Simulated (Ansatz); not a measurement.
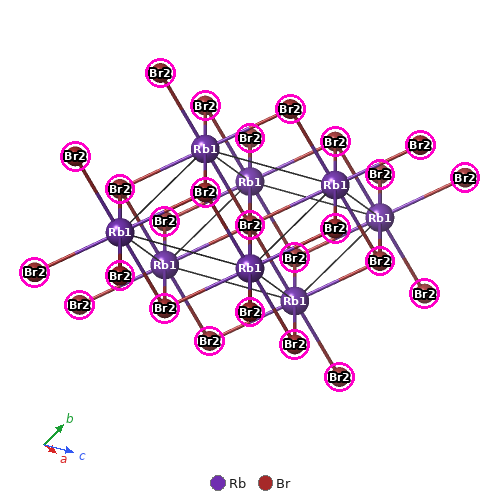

The system is RbBr (Fm-3m, No. 225; 2 atoms in the cell); the picture shows the reference structure. 
- Atom Br2 is moved over a plane while all other atoms and the cell stay fixed (its periodic images move with it) (x, y and z along the cube axes).
- The first coordinate is: shift of Br2 along the Cartesian direction [1 1 0]; the second: shift of Br2 along z.
- Grid: 5 × 5 points; 9 points were computed and 16 follow by symmetry.
- Points are written as (first, second).
- Energies: eV per cell, counted from the lowest grid point.
- The reference cell is the one listed in the database, not relaxed at this level.
- All numbers below come from Ansatz, DFT PBE, scalar-relativistic, plane waves, PAW. Settings: cutoff 420 eV, k-mesh 6×6×6, gaussian smearing 0.05 eV, no spin polarisation.

Its coordinates:

```yaml
crystal:
  lattice:
    - [0.00000, 3.42750, 3.42750]
    - [3.42750, 0.00000, 3.42750]
    - [3.42750, 3.42750, 0.00000]
  atoms:
    - { symbol: Rb, position: [0.00000, 0.00000, 0.00000] }
    - { symbol: Br, position: [0.50000, 0.50000, 0.50000] }
```

Range: shift of Br2 along the Cartesian direction [1 1 0] from −0.6 to 0.6 Å; shift of Br2 along z from −0.6 to 0.6 Å.

### What landscape does the calculation give?

The lowest grid point is at (0.0 Å, 0.0 Å). It is the only kind of minimum in the scanned range. The highest grid point, (−0.6 Å, −0.6 Å), lies 0.464 eV above the lowest. Near the minimum the curvatures are about 1 and 1.2 eV/Å² along the soft and the stiff direction.

```
second ↓, first →   −0.6   −0.3    0.0    0.3    0.6
              0.6  0.464  0.372  0.349  0.372  0.464
              0.3  0.283  0.113  0.063  0.113  0.283
              0.0  0.250  0.058  0.000  0.058  0.250
             −0.3  0.283  0.113  0.063  0.113  0.283
             −0.6  0.464  0.372  0.349  0.372  0.464
```

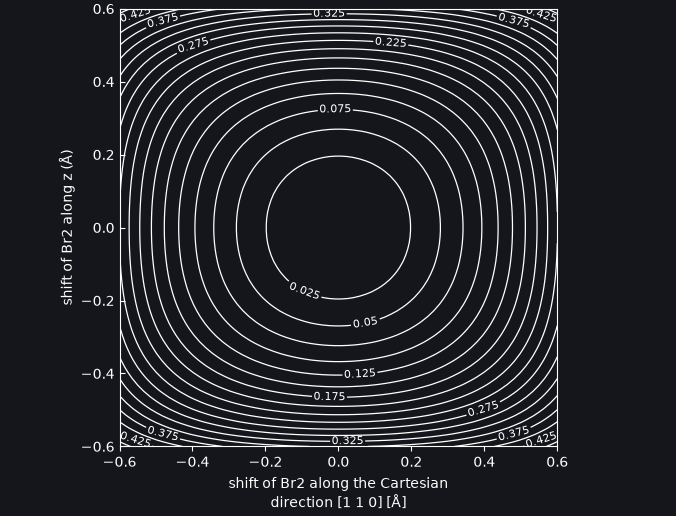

In the figure: contour lines labelled in eV. Between grid points the surface is interpolated.
